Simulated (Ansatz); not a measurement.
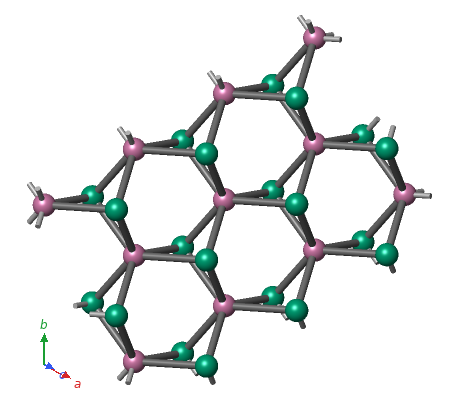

The net above was derived from one of the structures below (computed or model cells, partly hypothetical) by pruning terminal atoms and folding two-connected atoms into edges (only the bonds listed count; of a layer or chain structure one layer or chain is shown).

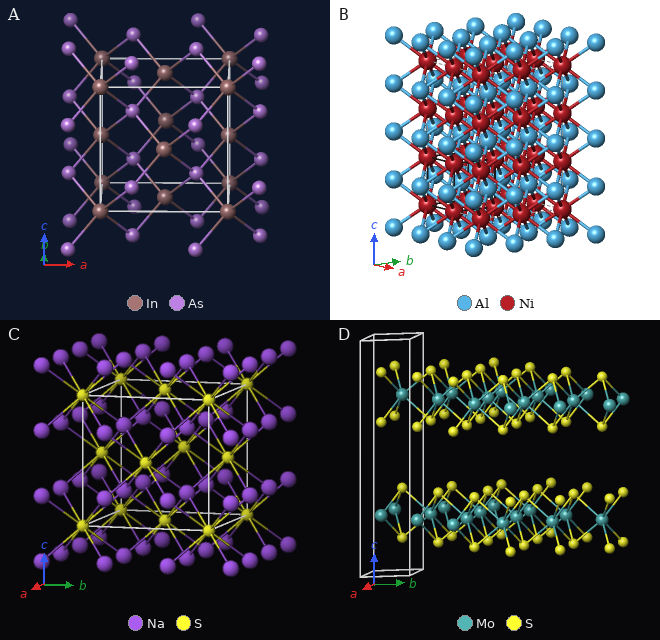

A: InAs (bonds: As–In below 3 Å)
B: AlNi (bonds: Al–Ni below 2.8 Å)
C: Na₂S (bonds: Na–S below 3.2 Å)
D: MoS2 (bonds: Mo–S below 2.7 Å)
All are geometries used in or obtained from electronic-structure calculations.

**Which structure gives this net?**

D, MoS2: a binodal (3,6)-connected, two-periodic (layers) net; S is a 3-connected node; Mo is a 6-connected node, in the ratio 2:1. It is the net of the trigonal-prismatic layers of 2H-MoS2. The others give a uninodal 4-connected, three-periodic net (A), a uninodal 8-connected, three-periodic net (B) and a binodal (4,8)-connected, three-periodic net (C).
